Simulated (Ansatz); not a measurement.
**Zn$_{12}$H$_{2}$O (slab): density, localisation and related maps**

The calculation's input:

```
crystal:
  lattice:
    - [5.32, 0.0, 0.0]
    - [2.66, 4.607255, 0.0]
    - [0.0, 0.0, 17.93696]
  atoms:
    - { symbol: Zn, position: [0.0, 0.0, 0.0557508] }
    - { symbol: Zn, position: [0.5, 0.0, 0.0557508] }
    - { symbol: Zn, position: [0.0, 0.5, 0.0557508] }
    - { symbol: Zn, position: [0.5, 0.5, 0.0557508] }
    - { symbol: Zn, position: [-0.1666667, 0.3333333, 0.1933706] }
    - { symbol: Zn, position: [0.3333333, 0.3333333, 0.1933706] }
    - { symbol: Zn, position: [-0.1666667, 0.8333333, 0.1933706] }
    - { symbol: Zn, position: [0.3333333, 0.8333333, 0.1933706] }
    - { symbol: Zn, position: [0.0, 0.0, 0.3309903] }
    - { symbol: Zn, position: [0.5, 0.0, 0.3309903] }
    - { symbol: Zn, position: [0.0, 0.5, 0.3309903] }
    - { symbol: Zn, position: [0.5, 0.5, 0.3309903] }
    - { symbol: O, position: [0.4756772, 0.7673265, 0.4090414] }
    - { symbol: H, position: [0.6791388, 0.6586078, 0.4201916] }
    - { symbol: H, position: [0.4197441, 0.964851, 0.4201916] }
basis:
  ecutwfc: 420.0
kpoints:
  mp_grid: { grid: [5, 5, 1] }
hamiltonian:
  xc: pbe
  dispersion: d3bj
scf:
  occupations: { method: gaussian, width: 0.05 }
  lower_state_search: "off"
relax:
  f_tol: 0.03
  max_steps: 60
  adjacent_minimum: "off"
  constraints: [{ sites: [0, 1, 2, 3] }]
output:
  write_density: true
  write_potential: true
  elf: true
  volumetric_format: npy
```

Command:

```sh
ansatz run input.yaml --threads 4 --pin off --max-ram 10240MiB --backend cpu --events-out ev --progress --plain --runs-dir out
```

The fields are those of the relaxed geometry.

Theory: DFT PBE-D3(BJ), scalar-relativistic, plane waves, PAW (Ansatz).

In a PAW calculation such maps are meaningful between the atoms, not at the nuclei.

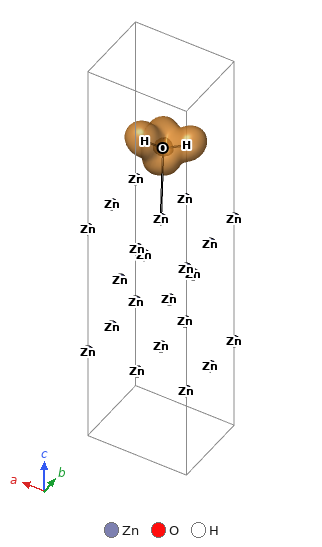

Figure 1. Isosurface of the ELF at 0.65 (orange), seen at an oblique angle. Core shells and regions of very low density are left out. Sticks mark near contacts.

Question: Describe the localisation domains.

Answer: The surface consists of one joined region spread over several atoms (H, O), in which their bonds and any lone pairs are merged, counted in one cell of 15 atoms. Counts are for one cell; the picture repeats the cell along the surface. Along the contacts the grid gives the following. O–H (0.97 Å): the ELF climbs to about 1 towards the hydrogen, as it does in any bond to H; a covalent bond by its length. Zn–O (2.61 Å): the ELF is about 0.10 at the midpoint; no localised pair shows between them.

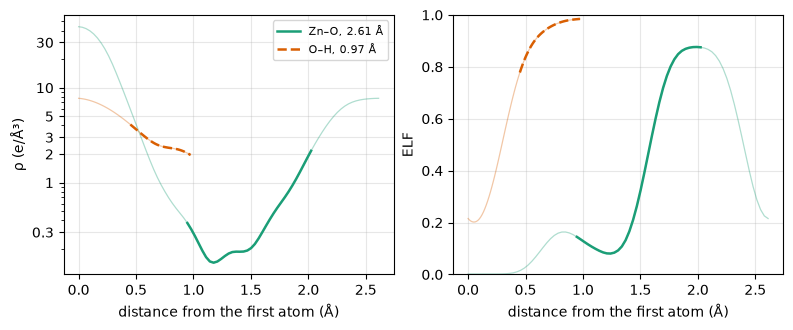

Figure 2. Valence pseudo-density and electron localisation function along straight lines between neighbouring atoms. Thin, pale parts lie inside the atomic spheres.

Question: Compare the contacts.

Answer: Zn–O (2.61 Å): the density is about 0.18 e/Å³ at the midpoint, with its minimum of 0.14 e/Å³ about 1.2 Å from Zn; the ELF is about 0.10 at the midpoint (no shared electron pair shows on this line).
O–H (0.97 Å): ρ is about 3.8 e/Å³ halfway; the ELF climbs to about 1 towards the hydrogen (a covalent bond by its length).

Question: Does the calculation give a band gap?

Answer: It is metallic or semimetallic at this level of theory: no gap opens.
